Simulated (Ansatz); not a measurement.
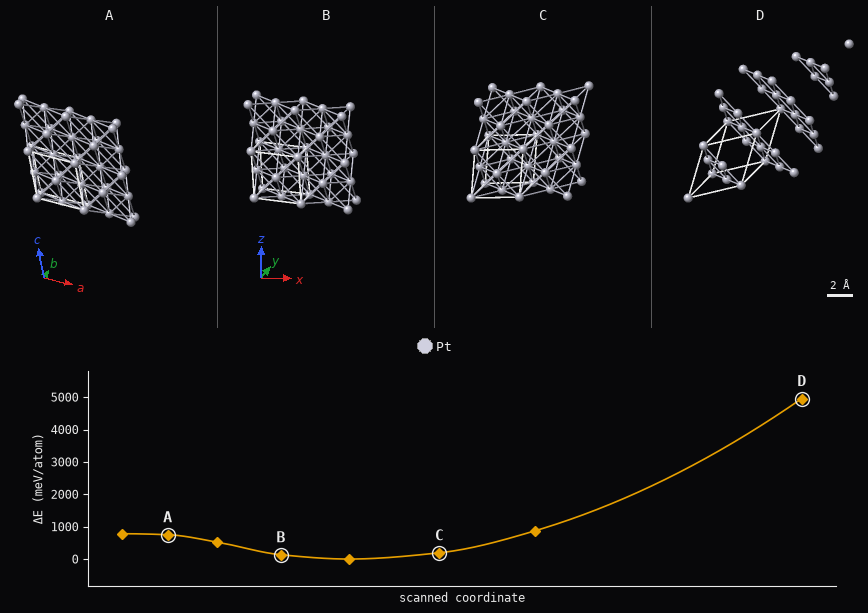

Frames of a one-coordinate scan of crystalline Pt (Fm-3m). x, y and z are the Cartesian axes of the input. A ball-and-stick model of the conventional cell (4 times the calculation's cell), repeated 2 × 1 × 2 with one cell outlined, seen slightly off an axis. Lengths and directions refer to the drawn axes.

All numbers below come from DFT r2SCAN, scalar-relativistic, plane waves, PAW (Ansatz). Settings: plane-wave cutoff 500 eV; k-point mesh 24 × 24 × 24; occupations gaussian; smearing width 0.15 eV; no spin polarisation. Energies (free energies at the smearing named) are counted from the cell as listed in its source, which wasn't relaxed.

**What is being scanned?**

The ratio of the cell's length along [111] to its lengths across, counted as 1 for the reference, is changed at fixed volume (a trigonal path), with the atoms kept at their fractional coordinates. In the frames the relative ratio is 0.60 (A), 0.85 (B), 1.20 (C), 2.00 (D). The lowest computed point lies at the relative ratio 1.00 (0 meV/atom). The end points stand at 783 meV/atom (0.50) and 4957 meV/atom (2.00). The unrelaxed reference is under a pressure of 5.4 GPa. The distortion takes the space group from Fm-3m to R-3m, except for Pm-3m at 0.50. At the relative ratio 2.00 the cell of the drawing goes a 3.916 → 4.395 Å, b 3.916 → 4.395 Å, c 3.916 → 4.395 Å, α 90.0° → 60.0°, β 90.0° → 60.0°, γ 90.0° → 60.0°.
